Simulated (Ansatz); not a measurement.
## Run report: AlO$_{2}$, phonon calculation (part 1 of 2)

- system: AlO$_{2}$ (6 atoms in the cell)
- method: DFT PBE+D3(BJ), scalar-relativistic, plane waves, PAW (Ansatz 0.2.0)

The structure derives from a Materials Project entry. The run did not end well. It belongs to a series of runs on one base structure; here: zone-centre modes of this cell by finite displacements. Figures and captions count atoms from 1; the log counts them from 0 in places.

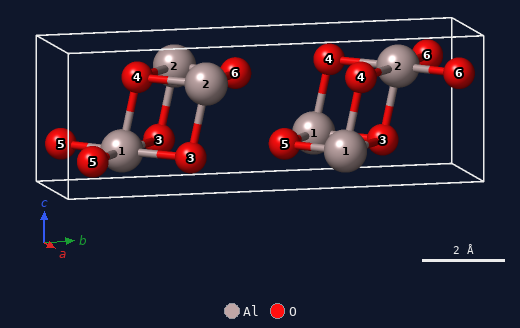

Figure 1. The structure as given in the input (ball-and-stick view of the cell 2 times as large as that of the calculation, set on its symmetry axes, seen slightly off an axis; atoms are numbered from 1 in the order of the input). Near neighbours in the crystal (not all of them lie inside the picture): Al has 6 O at 1.86 to 2.00 Å; O has 4 Al at 1.86 to 2.00 Å; O has 2 Al at 1.87 Å.

Input
```yaml
crystal:
  lattice:
    - [1.4782141285, -5.3062068842, 0.0]
    - [1.4782141285, 5.3062068842, 0.0]
    - [0.0, 0.0, 3.6353360528]
  atoms:
    - { symbol: Al, position: [0.3323727374, 0.6676272626, 0.25] }
    - { symbol: Al, position: [0.6676272626, 0.3323727374, 0.75] }
    - { symbol: O, position: [0.7047888594, 0.2952111406, 0.25] }
    - { symbol: O, position: [0.2952111406, 0.7047888594, 0.75] }
    - { symbol: O, position: [0.9409365801, 0.0590634199, 0.25], spin: 0.8 }
    - { symbol: O, position: [0.0590634199, 0.9409365801, 0.75], spin: 0.8 }
basis:
  ecutwfc: 420
kpoints:
  mp_grid: { grid: [16, 16, 14] }
hamiltonian:
  xc: pbe
  dispersion: d3bj
scf:
  occupations: { method: gaussian, width: 0.15 }
output:
  eigenvalues: true
  populations: true
magnetization:
  spin_polarized: true
phonons:
  method: fd
  supercell: [1, 1, 1]
  amplitude: 0.02
  eigenvectors: true
  dielectric: false
```

Hardware: 2 threads of Intel Xeon (Granite Rapids), 176 GiB of memory available, shared host.

Launch command:
```bash
ansatz run input.yaml --threads 2 --pin off --max-ram 5120MiB --backend cpu --events-out ev --progress --plain --runs-dir out
```

Log
```
Engine: ansatz 0.2.0, x86_64-unknown-linux-gnu
Pseudopotentials: kind: paw
Pseudopotential: Al, paw, valence charge 3, recommended cutoff 420 eV (normal), Al.paw.azcp
Pseudopotential: O, paw, valence charge 6, recommended cutoff 420 eV (normal), O.paw.azcp
Functional definition: PBE
  parameter kappa = 0.804
  parameter beta = 0.06672455060314922
  exchange = pbe_x(kappa = kappa, mu = beta*pi^2/3)
  correlation = pbe_c(beta = beta)
Crystal: 6 atoms, lattice volume = 57.029 Å³
Basis set: ecut = 420 eV, 1089 PW (Γ), exchange–correlation on 80×80×50 points (8 copies of the dense FFT grid, shifted against one another)
Bands: 22, of which v1, the nominal top of the filled ones, is band 15 counted from 1 (14 counted from 0)
Symmetry: 8 space group operations
Space group: Cmcm (ITA 63), of the structure as read, at distance tolerance 3.8e-5 Å
Magnetic group: BNS 63.457 (UNI 555), of the structure as read, at distance tolerance 3.8e-5 Å
k-points: 584 of 3584
Non-local potential: Al, projectors of the file, l = 0: 2, l = 1: 2, l = 2: 1
Non-local potential: O, projectors of the file, l = 0: 2, l = 1: 2, l = 2: 1
PAW form: soft (Blöchl's): semilocal exchange-correlation on the pseudo side does not see the compensation charge
PAW one-centre angular grid: Al, 110 points (default); XC on 64 Gauss nodes
PAW one-centre angular grid: O, 110 points (default); XC on 64 Gauss nodes
Initial density: superposition of atomic densities (chi_scale 0.1, normalization cell, long waves kept (reshape's long-wave potential 0.13 eV rms))
Starting moments: Σ|m| = 1.6 μB on 2 of 6 sites
Initial wavefunctions: pseudopotential atomic-orbital guess
Functional: x = pbe(κ = 0.804, μ = 0.2195149727645171), c = pbe(β = 0.06672455060314922)
SCF 1 converged in 11 iterations: F = -3348.323879 eV  dr2 = 1.44e-8
  greatest PAW one-centre occupation: 0.883 electrons in one spin orbital (limit 2), on the O atom at site 5 (counted from 0), in its partial waves of l = 0
a single point of the input's cell can leave the moments in the input for a lower state (scf.lower_state_search): this run first made a single point of its cell. This run's own SCFs start from the density of the state that the single point found, with the moments in the input. The single point stayed on the moments in the input.
Initial density: read from a saved state, or passed on in memory by an earlier SCF of this step, an earlier step, the calling program or the single point that the run made first
Stability of the state it starts from, as read at its close in the collinear treatment: not read negative (Ritz values of 1 − χ₀K, real part plus size of imaginary part, from 0.78 to 0.93, by its mixing steps under the symmetry group of the SCF that read it); its run was given moments
Starting moments: Σ|m| = 1.6 μB on 2 of 6 sites; this step starts from the density that it was given
iter 1 solved again at ethr=7.09e-8 eV; its pass at ethr=3.10e-3 eV (dr2=2.13e-5 eV) is discarded
SCF iter   1: F=—  HF=-3348.323879 eV  |F-HF|=—  |Δ(HF+E_count)|=         —  Δρ=2.45e-6 (↑2.45e-6 ↓2.34e-6)  dr2=1.30e-8  dr2_m=6.44e-10  M=1.844 μB ∫|m|=1.896 μB  β_m=0.30  ethr=7.09e-8  ⟨swp⟩=3.2  Hψ=206035  notcnv=0
preconditioner: auto → Kerker (q_TF=auto, 2.451 Å⁻¹)  [metal: Δε(μ)=0.005 eV  Ē_g=16.652 eV  σ=0.150 eV  W_gap=0.02  n_scr=14 (ndim 8)  ℏωp=26.9 eV  f_vac=0.000  D(μ)=1.05/eV (n_scr^D=4)]
spin=Collinear: Kerker preconditioning applied to the charge; magnetization (m = ρ↑ − ρ↓) channel mixes plain (no charge-response kernel on spin).
SCF iter   2: F=—  HF=-3348.323879 eV  |F-HF|=—  |Δ(HF+E_count)|=   2.24e-7  Δρ=1.91e-6 (↑1.91e-6 ↓1.89e-6)  dr2=8.96e-9  dr2_m=3.91e-10  M=1.844 μB ∫|m|=1.896 μB  β_m=0.65  ethr=4.32e-11  ⟨swp⟩=2.2  Hψ=38279  notcnv=0
SCF iter   3: F=-3348.323879 eV  HF=-3348.323879 eV  |F-HF|=1.79e-10  |Δ(HF+E_count)|=   5.30e-9  Δρ=6.83e-7 (↑6.38e-7 ↓6.83e-7)  dr2=8.73e-10  dr2_m=5.12e-12  M=1.844 μB ∫|m|=1.896 μB  ethr=3.33e-12  ⟨swp⟩=4.1  Hψ=122384  notcnv=0
SCF 2 converged in 3 iterations: F = -3348.323879 eV  dr2 = 8.73e-10
Symmetry: 2 space group operations
k-points: 1040 of 3584 (time reversal used)
Initial density: handed on by an earlier stage of this run
Initial wavefunctions: those handed on with the density
iter 1 solved again at ethr=5.96e-6 eV; its pass at ethr=3.10e-3 eV (dr2=1.79e-3 eV) is discarded
SCF iter   1: F=—  HF=-3348.321511 eV  |F-HF|=—  |Δ(HF+E_count)|=         —  Δρ=1.22e-3 (↑1.18e-3 ↓1.22e-3)  dr2=9.81e-4  dr2_m=2.03e-5  M=1.844 μB ∫|m|=1.896 μB  β_m=0.30  ethr=5.96e-6  ⟨swp⟩=2.1  Hψ=245259  notcnv=0  defer=466
preconditioner: auto → Kerker (q_TF=auto, 2.451 Å⁻¹)  [metal: Δε(μ)=0.003 eV  Ē_g=16.651 eV  σ=0.150 eV  W_gap=0.01  n_scr=14 (ndim 8)  ℏωp=26.9 eV  f_vac=0.000  D(μ)=1.05/eV (n_scr^D=4)]
spin=Collinear: Kerker preconditioning applied to the charge; magnetization (m = ρ↑ − ρ↓) channel mixes plain (no charge-response kernel on spin).
SCF iter   2: F=—  HF=-3348.321476 eV  |F-HF|=—  |Δ(HF+E_count)|=   3.48e-5  Δρ=8.84e-4 (↑8.59e-4 ↓8.84e-4)  dr2=5.76e-4  dr2_m=1.13e-5  M=1.844 μB ∫|m|=1.896 μB  β_m=0.65  ethr=3.27e-6  ⟨swp⟩=1.0  Hψ=41311  notcnv=0  defer=466
SCF iter   3: F=—  HF=-3348.321421 eV  |F-HF|=—  |Δ(HF+E_count)|=   5.53e-5  Δρ=1.89e-4 (↑8.98e-5 ↓1.89e-4)  dr2=3.71e-5  dr2_m=2.39e-6  M=1.844 μB ∫|m|=1.896 μB  β_m=0.65  ethr=1.92e-6  ⟨swp⟩=1.5  Hψ=51890  notcnv=0  defer=466
SCF iter   4: F=—  HF=-3348.321419 eV  |F-HF|=—  |Δ(HF+E_count)|=   1.43e-6  Δρ=1.28e-4 (↑5.88e-5 ↓1.28e-4)  dr2=1.52e-5  dr2_m=1.18e-6  M=1.844 μB ∫|m|=1.896 μB  β_m=0.64  ethr=1.24e-7  ⟨swp⟩=2.3  Hψ=63195  notcnv=0  defer=466
SCF iter   5: F=—  HF=-3348.321419 eV  |F-HF|=—  |Δ(HF+E_count)|=   1.05e-7  Δρ=5.16e-5 (↑2.68e-5 ↓5.16e-5)  dr2=2.79e-6  dr2_m=1.79e-7  M=1.844 μB ∫|m|=1.896 μB  β_m=0.82  ethr=5.08e-8  ⟨swp⟩=1.0  Hψ=41311  notcnv=0  defer=466
SCF iter   6: F=—  HF=-3348.321419 eV  |F-HF|=—  |Δ(HF+E_count)|=   5.07e-8  Δρ=1.67e-5 (↑1.11e-5 ↓1.67e-5)  dr2=3.62e-7  dr2_m=1.41e-8  M=1.844 μB ∫|m|=1.896 μB  β_m=0.70  ethr=9.30e-9  ⟨swp⟩=2.3  Hψ=63483  notcnv=0  defer=466
SCF iter   7: F=—  HF=-3348.321419 eV  |F-HF|=—  |Δ(HF+E_count)|=   3.11e-8  Δρ=2.75e-6 (↑2.22e-6 ↓2.75e-6)  dr2=1.40e-8  dr2_m=5.38e-10  M=1.844 μB ∫|m|=1.896 μB  β_m=0.85  ethr=1.21e-9  ⟨swp⟩=2.4  Hψ=67375  notcnv=0  defer=466
SCF iter   8: F=—  HF=-3348.321419 eV  |F-HF|=—  |Δ(HF+E_count)|=   6.68e-9  Δρ=1.20e-6 (↑1.03e-6 ↓1.20e-6)  dr2=2.55e-9  dr2_m=1.89e-11  M=1.844 μB ∫|m|=1.896 μB  β_m=0.81  ethr=4.67e-11  ⟨swp⟩=2.8  Hψ=78016  notcnv=0  defer=466
SCF iter   9: F=—  HF=-3348.321419 eV  |F-HF|=—  |Δ(HF+E_count)|=  4.97e-10  Δρ=3.09e-7 (↑2.70e-7 ↓3.09e-7)  dr2=1.01e-10  dr2_m=1.59e-11  M=1.844 μB ∫|m|=1.896 μB  β_m=0.91  ethr=8.49e-12  ⟨swp⟩=2.0  Hψ=63074  notcnv=0  defer=466
SCF iter  10: F=-3348.321419 eV  HF=-3348.321419 eV  |F-HF|=3.05e-11  |Δ(HF+E_count)|=  1.08e-10  Δρ=2.30e-7 (↑6.79e-8 ↓2.30e-7)  dr2=4.60e-11  dr2_m=5.17e-12  M=1.844 μB ∫|m|=1.896 μB  ethr=1.00e-12  ⟨swp⟩=4.0  Hψ=133819  notcnv=0
SCF 3 converged in 10 iterations: F = -3348.321419 eV  dr2 = 4.60e-11
k-points: 962 of 3584 (time reversal used)
iter 1 solved again at ethr=1.52e-5 eV; its pass at ethr=3.10e-3 eV (dr2=4.57e-3 eV) is discarded
```
